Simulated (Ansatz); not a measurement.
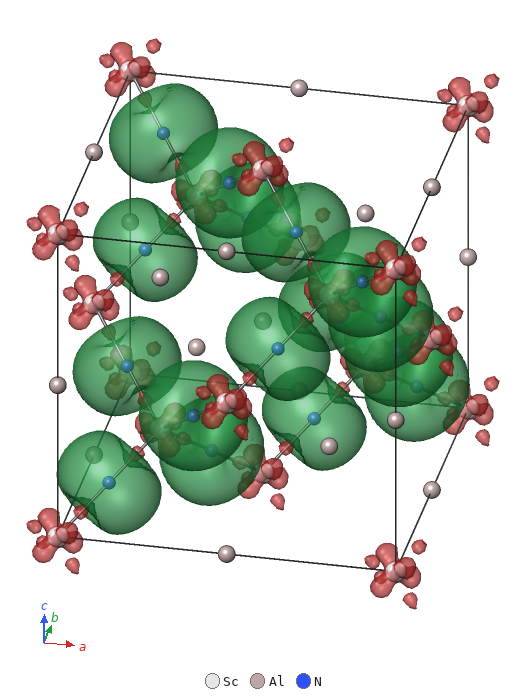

The picture shows: ScAlN$_{2}$. Isosurfaces of the spin density (up minus down) at +0.01 (green) and −0.01 e/Å³ (red), seen at an oblique angle. Sticks mark near contacts.

Space group Fd-3m; a structure generated by program, which may or may not match a known phase; spin-polarised.

All numbers below come from Ansatz 0.2.0, DFT PBE, scalar-relativistic, plane waves, PAW.

In a PAW calculation such maps are meaningful between the atoms, not at the nuclei.

Where is the spin, and how is it ordered?

The spin density sits on N: +0.8 μB (×16) in one cell of 32 atoms, with smaller moments on other sites: Al (up to −0.11 μB): parallel moments on the main sites in this solution. The cell of the calculation (8 atoms) carries 4.0 μB of net spin moment.
